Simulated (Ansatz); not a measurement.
Bi₂S₃

The calculation's input:

```
crystal:
  lattice:
    - [11.345, 0.0, 0.0]
    - [0.0, 3.994, 0.0]
    - [0.0, 0.0, 11.193]
  atoms:
    - { symbol: Bi, position: [0.4835, 0.25, 0.3257] }
    - { symbol: Bi, position: [0.0165, 0.75, 0.8257] }
    - { symbol: Bi, position: [0.9835, 0.25, 0.1743] }
    - { symbol: Bi, position: [0.5165, 0.75, 0.6743] }
    - { symbol: Bi, position: [0.3407, 0.75, 0.0339] }
    - { symbol: Bi, position: [0.1593, 0.25, 0.5339] }
    - { symbol: Bi, position: [0.8407, 0.75, 0.4661] }
    - { symbol: Bi, position: [0.6593, 0.25, 0.9661] }
    - { symbol: S, position: [0.2835, 0.25, 0.1943] }
    - { symbol: S, position: [0.2165, 0.75, 0.6943] }
    - { symbol: S, position: [0.7835, 0.25, 0.3057] }
    - { symbol: S, position: [0.7165, 0.75, 0.8057] }
    - { symbol: S, position: [0.5495, 0.75, 0.1286] }
    - { symbol: S, position: [0.9505, 0.25, 0.6286] }
    - { symbol: S, position: [0.0495, 0.75, 0.3714] }
    - { symbol: S, position: [0.4505, 0.25, 0.8714] }
    - { symbol: S, position: [0.3767, 0.75, 0.4414] }
    - { symbol: S, position: [0.1233, 0.25, 0.9414] }
    - { symbol: S, position: [0.8767, 0.75, 0.0586] }
    - { symbol: S, position: [0.6233, 0.25, 0.5586] }
basis:
  ecutwfc: 420
kpoints:
  mp_grid: { grid: [4, 8, 4] }
hamiltonian:
  xc: pbe
scf:
  occupations: { method: gaussian, width: 0.02 }
output:
  forces: true
  stress: true
  eigenvalues: true
  write_density: true
  write_potential: true
  elf: true
  volumetric_format: npy
relax:
  adjacent_minimum: "off"
  f_tol: 0.005
  max_steps: 80
  cell: { stress_tol: 0.05 }
```

Launched as:

```sh
ansatz run input.yaml --threads 8 --pin off --max-ram 22528MiB --backend cpu --events-out ev --progress --plain --runs-dir out
```

Below, planes, directions and counts refer to the conventional cell (a = 11.84 Å, b = 4.02 Å, c = 11.19 Å, α = 90.00°, β = 90.00°, γ = 90.00°).

The fields are those of the run's last geometry, not of the input's.

Space group Pnma.

Method: Ansatz 0.2.0, DFT PBE, scalar-relativistic, plane waves, PAW.

In a PAW calculation such maps are meaningful between the atoms, not at the nuclei.

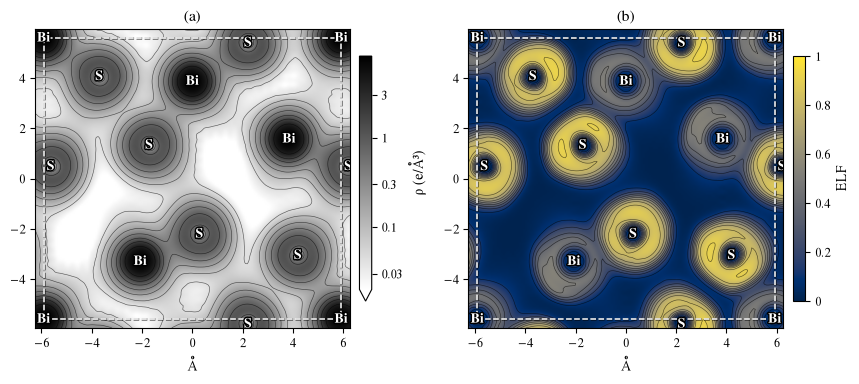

Figure 1. (a) valence electron density; (b) ELF on the (010) plane of the conventional cell.

**Read the bonding off the picture.**

- The plane passes through Bi and S nuclei.
- Bi–S (2.62 Å): ρ is about 0.46 e/Å³ halfway; the ELF peaks at about 0.85 in the valence shell of S, 0.9 Å from its nucleus, and is about 0.50 at the midpoint.
- Bi–S (2.71 Å): ρ at the midpoint is about 0.39 e/Å³; the ELF peaks at about 0.85 in the valence shell of S, 0.8 Å from its nucleus, and drops to about 0.30 between the two atoms.
- Between the atoms the lowest density in this plane is 0.008 e/Å³.
- The ELF also peaks beside S, away from the bonds: lone-pair regions.
- The features right at Bi lie inside the PAW spheres, where the map follows smoothed inner orbitals and isn't to be read closely.

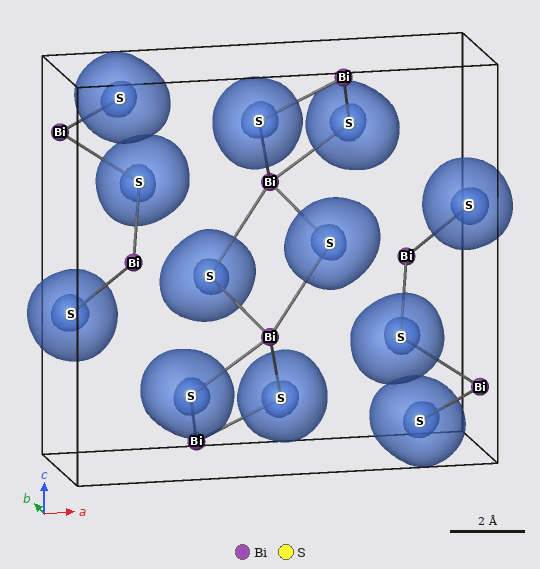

Figure 2. Isosurface of the ELF at 0.65 (blue), seen slightly off an axis. Only the valence region is drawn (cores and ρ < 0.01 e/Å³ removed). Sticks mark near contacts.

**Where are the electrons localised?**

The surface consists of twelve regions wrapped around S (the valence shell of each), counted in one cell of 20 atoms. Regions shared between cells count once.


 Bi–S (2.69 Å): the ELF peaks at about 0.85 in the valence shell of S, 0.8 Å from its nucleus, and drops to about 0.30 between the two atoms.

**Metal or insulator at this level of theory?**

It is gapped, with a Kohn–Sham gap of 1.4 eV on the k-point mesh (the band edges may lie off the mesh, which would make the gap smaller).
